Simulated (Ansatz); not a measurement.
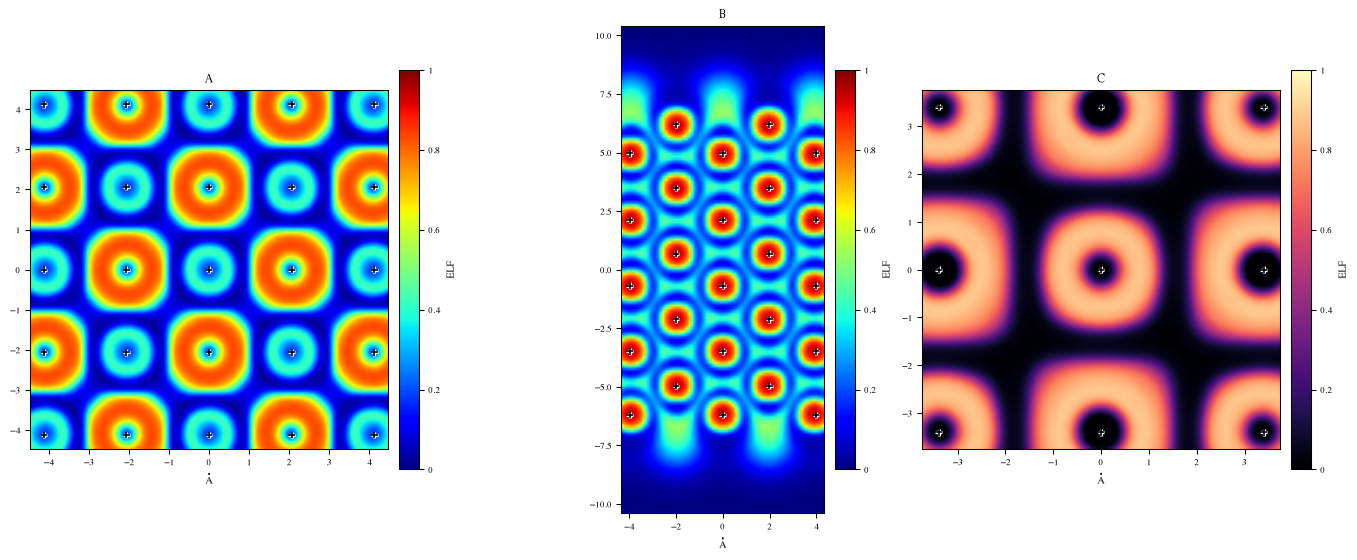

The electron localisation function of 3 systems, each on a plane through atoms (crosses mark nuclei in the plane).

The calculation used Ansatz, DFT PBEsol, scalar-relativistic, plane waves, PAW.

System 1: MgO, the (100) plane of the conventional cell. Space group Fm-3m; computed pressure about 12 GPa in this cell.

```cif
data_structure
_symmetry_space_group_name_H-M 'P 1'
_symmetry_Int_Tables_number 1
_cell_length_a 4.1219
_cell_length_b 4.1219
_cell_length_c 4.1219
_cell_angle_alpha 90.000
_cell_angle_beta 90.000
_cell_angle_gamma 90.000
_cell_volume 70.03
loop_
_atom_site_label
_atom_site_type_symbol
_atom_site_fract_x
_atom_site_fract_y
_atom_site_fract_z
_atom_site_occupancy
Mg1 Mg 0.00000 0.00000 0.00000 1
Mg2 Mg 0.50000 0.50000 0.00000 1
Mg3 Mg 0.50000 0.00000 0.50000 1
Mg4 Mg 0.00000 0.50000 0.50000 1
O1 O 0.50000 0.00000 0.00000 1
O2 O 0.00000 0.50000 0.00000 1
O3 O 0.00000 0.00000 0.50000 1
O4 O 0.50000 0.50000 0.50000 1
```

System 2: Cr (slab), the (110) plane of the calculation cell, a cut from vacuum to vacuum. Computed without spin polarisation.

```
CELL_PARAMETERS angstrom
2.81417 0.00000 0.00000
0.00000 2.81417 0.00000
0.00000 0.00000 27.66377
ATOMIC_POSITIONS crystal
Cr 0.50000 0.50000 0.27589
Cr 0.00000 0.00000 0.32065
Cr 0.50000 0.50000 0.37373
Cr 0.00000 0.00000 0.42330
Cr 0.50000 0.50000 0.47508
Cr 0.00000 0.00000 0.52492
Cr 0.50000 0.50000 0.57670
Cr 0.00000 0.00000 0.62627
Cr 0.50000 0.50000 0.67935
Cr 0.00000 0.00000 0.72411
```

System 3: RbBr, the (010) plane of the conventional cell. Space group Fm-3m; changed on purpose from its base cell (volume × 0.98, shape and atoms relaxed).

Question: Match each panel to its system.

Answer: Panel A is system 1, MgO: the plane holds Mg and O. Mg–O (2.06 Å): the ELF peaks at about 0.85 in the valence shell of O, 0.6 Å from its nucleus, and is about 0.30 at the midpoint: an ionic contact with no shared pair. Panel B is system 2, Cr: the plane holds Cr. Cr–Cr (2.34 Å): the ELF is about 0.30 at the midpoint (no localised pair shows between them). Panel C is system 3, RbBr: the plane holds Rb and Br. Rb–Br (3.40 Å): the ELF is about 0.10 at the midpoint: a largely ionic contact.
